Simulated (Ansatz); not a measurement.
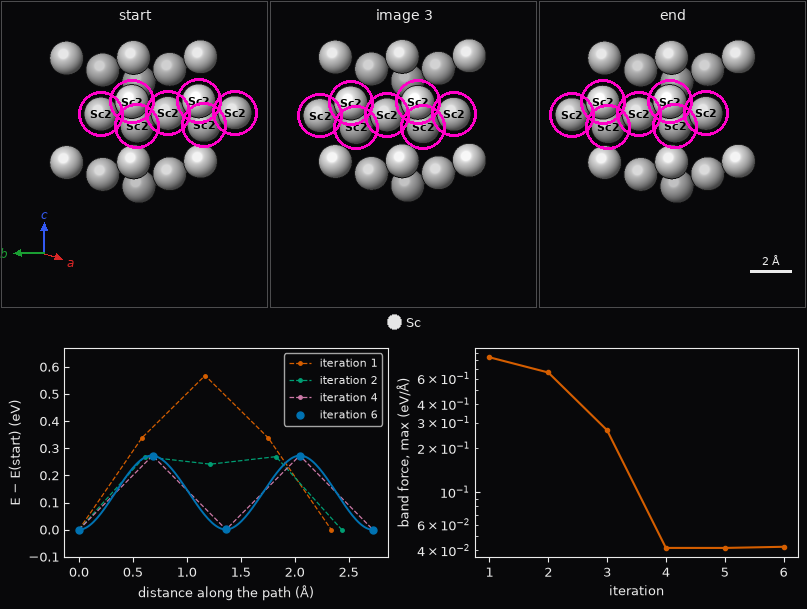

A search for the minimum-energy path of a 2-atom cell of Sc (set up in P6_3/mmc) by the nudged elastic band. Images are numbered from 0 (start) to 4 (end). The plot follows the band through its iterations. The picture is a spheres-only view of the atoms within 5.3 Å of the middle of the path, seen from a free direction. The moving atom is ringed, with any periodic copies.

Theory: Ansatz 0.2.0, DFT, LDA, all-electron LAPW, scalar-relativistic. Set-up: plane-wave cutoff 233 eV; k-point mesh 8 × 8 × 4; Fermi-Dirac smearing 0.05 eV; 3 movable images; climbing image.

**Judge this run.**

The run is converged, with reservations. The band converged in 6 iterations. The largest component of the band force went from 0.84 to 0.042 eV/Å. The climbing image converged on the top of the path. Its curvatures weren't checked. The first iteration put the highest image at 0.568 eV. The two ends have the same energy, and the highest point, image 3, lies 0.273 eV above the start. The profile has 2 maxima (images 1, 3) with a dip at image 2 (0.001 eV), so the process runs in steps.
